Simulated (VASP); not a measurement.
Geometry relaxation of WC (part 2 of 3)

WC (P-6m2, 2 atoms in the cell); Kohn-Sham DFT of a periodic cell, r2SCAN with rVV10, VASP PAW PBE potentials, recommended, no spin polarisation (VASP 6.6.1); cutoff 600 eV, 18×18×14 k-mesh, Gaussian smearing of 0.1 eV. The structure derives from an entry of the Crystallography Open Database.

Geometry of the input (Å; fractional positions):
```
2.8821  0.0000  0.0000
-1.4410  2.4959  0.0000
0.0000  0.0000  2.8239
W  0.0000  0.0000  0.0000
C  0.6667  0.3333  0.5000
```

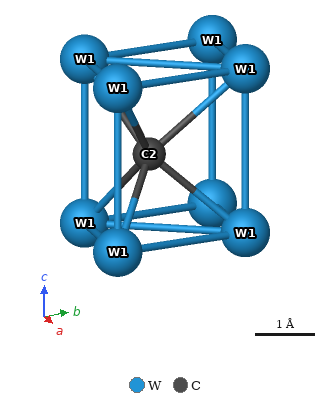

**Figure 1.** The input geometry (ball-and-stick view of the cell of the calculation, seen slightly off an axis; atoms are numbered from 1 in the order of the input).

**Parts of OUTCAR, continued**
```
  Cartesian coordinates                     Fractional coordinates (reciprocal lattice)
     0.019276269  0.011129159  0.000000000     0.055555556  0.000000000  0.000000000
     0.000000000  0.022258318  0.000000000     0.000000000  0.055555556  0.000000000
     0.000000000  0.000000000  0.025294568     0.000000000  0.000000000  0.071428571

  Length of vectors
     0.022258318  0.022258318  0.025294568

  Shift w.r.t. Gamma in fractional coordinates (k-lattice)
     0.000000000  0.000000000  0.000000000

 Subroutine IBZKPT returns following result:
 ===========================================

 Found    296 irreducible k-points:

 Following reciprocal coordinates:
            Coordinates               Weight
  0.000000  0.000000  0.000000      1.000000
  0.055556  0.000000  0.000000      6.000000
  0.111111  0.000000  0.000000      6.000000
  0.166667  0.000000  0.000000      6.000000
  0.222222  0.000000  0.000000      6.000000
  0.277778  0.000000  0.000000      6.000000
  0.333333  0.000000  0.000000      6.000000
  0.388889 -0.000000  0.000000      6.000000
  0.444444  0.000000  0.000000      6.000000
  0.500000  0.000000  0.000000      3.000000
  0.055556  0.055556  0.000000      6.000000
  0.111111  0.055556  0.000000     12.000000
  0.166667  0.055556  0.000000     12.000000
  0.222222  0.055556  0.000000     12.000000
  0.277778  0.055556  0.000000     12.000000
  0.333333  0.055556  0.000000     12.000000
  0.388889  0.055556  0.000000     12.000000
  0.444444  0.055556  0.000000     12.000000
  0.111111  0.111111  0.000000      6.000000
  0.166667  0.111111  0.000000     12.000000
  0.222222  0.111111  0.000000     12.000000
  0.277778  0.111111  0.000000     12.000000
  0.333333  0.111111  0.000000     12.000000
  0.388889  0.111111  0.000000     12.000000
 [... further k-points ...]
   k-points           NKPTS =    296   k-points in BZ     NKDIM =    296   number of bands    NBANDS=     13
   number of dos      NEDOS =    301   number of ions     NIONS =      2
   total plane-waves  NPLWV =  13824
   dimension x,y,z NGX =    24 NGY =   24 NGZ =   24
   dimension x,y,z NGXF=    48 NGYF=   48 NGZF=   48
   ions per type =               1   1
   NGX,Y,Z   is equivalent  to a cutoff of  13.84, 13.84, 14.13 a.u.
   NGXF,Y,Z  is equivalent  to a cutoff of  27.69, 27.69, 28.26 a.u.
 SYSTEM =  WC
   PREC   = accura    normal or accurate (medium, high low for compatibility)
   ISTART =      0    job   : 0-new  1-cont  2-samecut
   ICHARG =      2    charge: 1-file 2-atom 10-const
   ISPIN  =      1    spin polarized calculation?
   LNONCOLLINEAR =      F non collinear calculations
   LSORBIT =      F    spin-orbit coupling
   LASPH  =      T    aspherical Exc in radial PAW
   ENCUT  =  600.0 eV  44.10 Ry    6.64 a.u.   5.76  5.76  5.64*2*pi/ulx,y,z
   NELM   =     80;   NELMIN=  2; NELMDL= -5     # of ELM steps
   EDIFF  = 0.1E-06   stopping-criterion for ELM
   LREAL  =      F    real-space projection
   EDIFFG = -.5E-02   stopping-criterion for IOM
   NSW    =     90    number of steps for IOM
   IBRION =      2    ionic relax: 0-MD 1-quasi-New 2-CG
   NFREE  =      1    steps in history (QN), initial steepest desc. (CG)
   ISIF   =      3    stress and relaxation
   ISYM   =      2    0-nonsym 1-usesym 2-fastsym
   POTIM  = 0.5000    time-step for ionic-motion
   TEBEG  =    0.0;   TEEND  =   0.0 temperature during run
   PSTRESS=    0.0 pullay stress
   NELECT =      18.0000    total number of electrons
   NUPDOWN=      -1.0000    fix difference up-down
   EMIN   =  10.00;   EMAX   =-10.00  energy-range for DOS
   EFERMI =   0.00;   METHOD = LEGACY
   ISMEAR =     0;   SIGMA  =   0.10  broadening in eV -4-tet -1-fermi 0-gaus
   EFERMI_NEDOS =   21; number of points for ismear=-14 and -15
   IALGO  =     38    algorithm
   IMIX   =      4    mixing-type and parameters
     AMIX     =   0.40;   BMIX     =  1.00
     AMIX_MAG =   1.60;   BMIX_MAG =  1.00
  volume/ion in A,a.u.               =      10.16        68.54
  Fermi-wavevector in a.u.,A,eV,Ry     =   1.572428  2.971459 33.640826  2.472531
  Thomas-Fermi vector in A             =   2.673864
   LORBIT       =      0    0 simple, 1 ext, 2 COOP (PROOUT), +10 PAW based schemes
   METAGGA = R2SCAN    functional components
   LHFCALC =     F    Hartree Fock is set to
   AEXX    =    0.0000 exact exchange contribution
   IVDW_NL    =     2    kernel type
   BPARAM     =11.9500
   IVDW    =     0    specifies the selected vdW correction
   LEPSILON=     F    determine dielectric tensor
   LRPA    =     F    only Hartree local field effects (RPA)
 conjugate gradient relaxation of ions
 non-spin polarized calculation
 Gauss-broadening in eV      SIGMA  =   0.10
  energy-cutoff  :      600.00
  volume of cell :       20.31
 maximum number of plane-waves:       688
 NGX is ok and might be reduce to    24
   NGX = 11   NGY = 11   NGZ = 11

--------------------------------------- Ionic step        1  -------------------------------------------

 number of electron      18.0000000 magnetization

 Free energy of the ion-electron system (eV)
  ---------------------------------------------------
  ext. energy  EPLUGINS =         0.00000000
  ---------------------------------------------------
  free energy    TOTEN  =       -61.36186412 eV

  energy without entropy =      -61.36051747  energy(sigma->0) =      -61.36119080

------------------------ aborting loop because EDIFF is reached ----------------------------------------

  FORCE on cell =-STRESS in cart. coord.  units (eV):
  Direction    XX          YY          ZZ          XY          YZ          ZX
  --------------------------------------------------------------------------------------
  -------------------------------------------------------------------------------------
  Total        1.4971709      1.4971709      1.1810721      0.0000000     -0.0000000     -0.0000000
  in kB      118.0857721    118.0857726     93.1542392      0.0000000     -0.0000000     -0.0000000
  external PRESSURE =     109.7752613 kB  Pullay stress =       0.0000000 kB

 VOLUME and BASIS-vectors are now :
 -----------------------------------------------------------------------------
  energy-cutoff  :      600.00
  volume of cell :       20.31
      direct lattice vectors                 reciprocal lattice vectors
     2.882070000  0.000000000  0.000000000     0.346972835  0.200324860  0.000000000
    -1.441035000  2.495945840  0.000000000     0.000000000  0.400649719  0.000000000
     0.000000000  0.000000000  2.823870000     0.000000000  0.000000000  0.354123950

 POSITION                                       TOTAL-FORCE (eV/Angst)
 -----------------------------------------------------------------------------------
      0.00000      0.00000      0.00000         0.000000     -0.000000      0.000000
      1.44104      0.83198      1.41193        -0.000000      0.000000      0.000000
 -----------------------------------------------------------------------------------
    total drift:                               -0.000003      0.000002     -0.000000

  FREE ENERGIE OF THE ION-ELECTRON SYSTEM (eV)
  ---------------------------------------------------
  free  energy   TOTEN  =       -61.3618641237 eV

  energy  without entropy=      -61.3605174693  energy(sigma->0) =      -61.36119080

--------------------------------------- Ionic step        2  -------------------------------------------

 number of electron      18.0000000 magnetization

 E-fermi :   9.8634     XC(G=0): -14.5003     alpha+bet :-17.3481

 val. band max:        9.8524972997   @ k =   0.0556   0.0556   0.3571
 cond. band min:       9.8817675492   @ k =   0.0556   0.0000   0.2857
 fundamental gap:      0.0292702495
 Fermi energy:         9.8633873932

 k-point     1 :       0.0000    0.0000    0.0000
  band No.  band energies     occupation
      1     -66.2241      2.00000
      2     -29.5276      2.00000
      3     -29.4528      2.00000
      4     -29.4528      2.00000
      5      -4.7637      2.00000
      6       5.8258      2.00000
      7       6.6974      2.00000
      8       6.6974      2.00000
      9      10.0030      0.04837
     10      12.9471      0.00000
     11      12.9471      0.00000
     12      15.4199      0.00000
     13      15.4199      0.00000

 k-point     2 :       0.0556    0.0000    0.0000
  band No.  band energies     occupation
      1     -66.2227      2.00000
      2     -29.5250      2.00000
      3     -29.4732      2.00000
      4     -29.4574      2.00000
      5      -4.6881      2.00000
      6       5.8554      2.00000
      7       6.5742      2.00000
      8       6.7681      2.00000
      9       9.7557      1.87222
     10      12.9207      0.00000
     11      13.2251      0.00000
     12      15.2242      0.00000
     13      15.3613      0.00000

 k-point     3 :       0.1111    0.0000    0.0000
  band No.  band energies     occupation
      1     -66.2188      2.00000
      2     -29.5316      2.00000
      3     -29.5176      2.00000
      4     -29.4709      2.00000
      5      -4.4669      2.00000
      6       5.8124      2.00000
      7       6.3768      2.00000
      8       6.9749      2.00000
      9       9.2044      2.00000
     10      12.8457      0.00000
     11      13.8593      0.00000
     12      14.7707      0.00000
     13      15.2005      0.00000

 k-point     4 :       0.1667    0.0000    0.0000
  band No.  band energies     occupation
      1     -66.2129      2.00000
      2     -29.6202      2.00000
      3     -29.5061      2.00000
      4     -29.4913      2.00000
      5      -4.1161      2.00000
      6       5.4004      2.00000
      7       6.4758      2.00000
      8       7.3014      2.00000
      9       8.5800      2.00000
     10      12.7333      0.00000
     11      14.2039      0.00000
     12      14.5927      0.00000
     13      14.9750      0.00000

 k-point     5 :       0.2222    0.0000    0.0000
  band No.  band energies     occupation
      1     -66.2056      2.00000
      2     -29.7272      2.00000
      3     -29.5163      2.00000
      4     -29.4921      2.00000
      5      -3.6620      2.00000
      6       4.8284      2.00000
      7       6.6966      2.00000
      8       7.7190      2.00000
      9       7.9864      2.00000
     10      12.5992      0.00000
     11      13.6851      0.00000
     12      14.7296      0.00000
     13      15.2841      0.00000

 [... the levels of 18 k-points are left out ...]

 k-point    24 :       0.3889    0.1111    0.0000
  band No.  band energies     occupation
      1     -66.1794      2.00000
      2     -30.0590      2.00000
      3     -29.6483      2.00000
      4     -29.4414      2.00000
      5      -1.6084      2.00000
      6       3.1052      2.00000
      7       6.4567      2.00000
      8       6.5871      2.00000
      9       9.3921      2.00000
     10      11.6996      0.00000
     11      13.2816      0.00000
     12      14.3853      0.00000
     13      17.2555      0.00000

 [... further k-points ...]

------------------------ aborting loop because EDIFF is reached ----------------------------------------

  FORCE on cell =-STRESS in cart. coord.  units (eV):
  Direction    XX          YY          ZZ          XY          YZ          ZX
  --------------------------------------------------------------------------------------
  -------------------------------------------------------------------------------------
  Total       -3.4465432     -3.4465432     -3.8339711      0.0000000      0.0000000      0.0000000
  in kB     -246.2041601   -246.2041611   -273.8801153      0.0000000      0.0000000      0.0000000
  external PRESSURE =    -255.4294788 kB  Pullay stress =       0.0000000 kB

 VOLUME and BASIS-vectors are now :
 -----------------------------------------------------------------------------
  energy-cutoff  :      600.00
  volume of cell :       22.43
      direct lattice vectors                 reciprocal lattice vectors
     2.986152351  0.000000000 -0.000000000     0.334879096  0.193342536 -0.000000000
    -1.493076176  2.586083801 -0.000000000     0.000000000  0.386685072  0.000000000
     0.000000000 -0.000000000  2.904319309     0.000000000  0.000000000  0.344314758

 POSITION                                       TOTAL-FORCE (eV/Angst)
 -----------------------------------------------------------------------------------
     -1.49308      2.58608     -0.00000        -0.000000      0.000000      0.000000
      1.49308      0.86203      1.45216         0.000000     -0.000000     -0.000000
 -----------------------------------------------------------------------------------
    total drift:                               -0.000003      0.000002     -0.000000

  FREE ENERGIE OF THE ION-ELECTRON SYSTEM (eV)
  ---------------------------------------------------
  free  energy   TOTEN  =       -61.2459895849 eV

  energy  without entropy=      -61.2446375455  energy(sigma->0) =      -61.24531357

--------------------------------------- Ionic step        3  -------------------------------------------

 number of electron      18.0000000 magnetization

------------------------ aborting loop because EDIFF is reached ----------------------------------------

  FORCE on cell =-STRESS in cart. coord.  units (eV):
  Direction    XX          YY          ZZ          XY          YZ          ZX
  --------------------------------------------------------------------------------------
  -------------------------------------------------------------------------------------
  Total        0.0534658      0.0534658     -0.2735396      0.0000000      0.0000000     -0.0000000
  in kB        4.1061694      4.1061694    -21.0078061      0.0000000      0.0000000     -0.0000000
  external PRESSURE =      -4.2651558 kB  Pullay stress =       0.0000000 kB

 VOLUME and BASIS-vectors are now :
```
